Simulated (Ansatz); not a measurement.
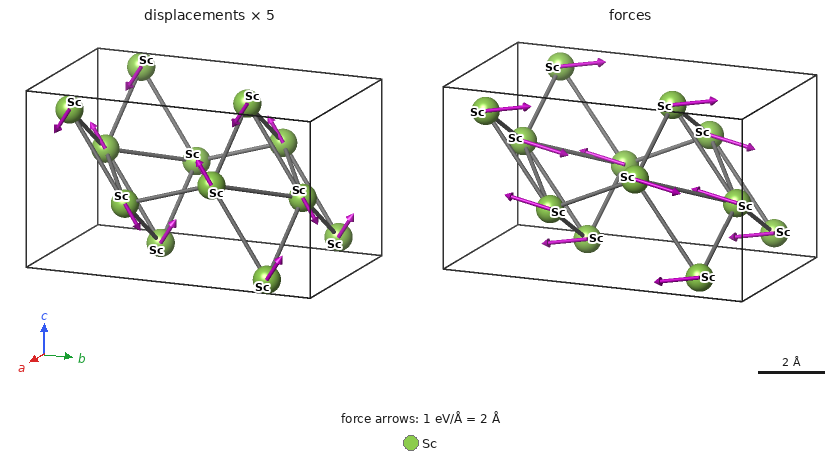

Left: a symmetric starting cell of Sc (made from another compound by putting Sc in place of Ga), with purple arrows for the displacements applied to it (without the part that the change of the cell carries along). Right: the displaced structure with the computed forces. Besides, the cell is strained by +5.3 % along b, +4.2 % along a, +3.3 % along c (volume +13.3 %). Style: ball-and-stick. Shown: the conventional cell (2 times the calculation's cell), slightly off an axis. Lengths and directions refer to the drawn axes.

Level of theory: DFT PBEsol, scalar-relativistic, plane waves, PAW in Ansatz 0.2.0. Set-up: plane-wave cutoff 420 eV; k-point mesh 8 × 8 × 8; occupations gaussian; smearing width 0.1 eV; no spin polarisation.

> How do the forces relate to the distortion?

Atoms are displaced by 0.19 Å relative to the cell. No relaxation follows. The starting cell wasn't computed here and needn't be at equilibrium, so pressure and forces aren't due to the change alone. The pressure is −7.1 GPa (not all of it need come from the change, since the unchanged cell can be under pressure at this level too). The principal stresses (compression positive) are −5.8 GPa along b, −7.0 GPa along a, −8.6 GPa along c. The largest forces, 0.78 eV/Å, act on 4 Sc atoms of the calculation's cell. The forces point partly back along the displacements (cosine −0.69). Near-neighbour distances before and after: Sc–Sc 3.455 → 3.816 Å, Sc–Sc 3.345 → 3.594 Å, Sc–Sc 3.012 → 3.084 Å, Sc–Sc 3.382 → 3.343 Å. The space group stays Cmce (No. 64).
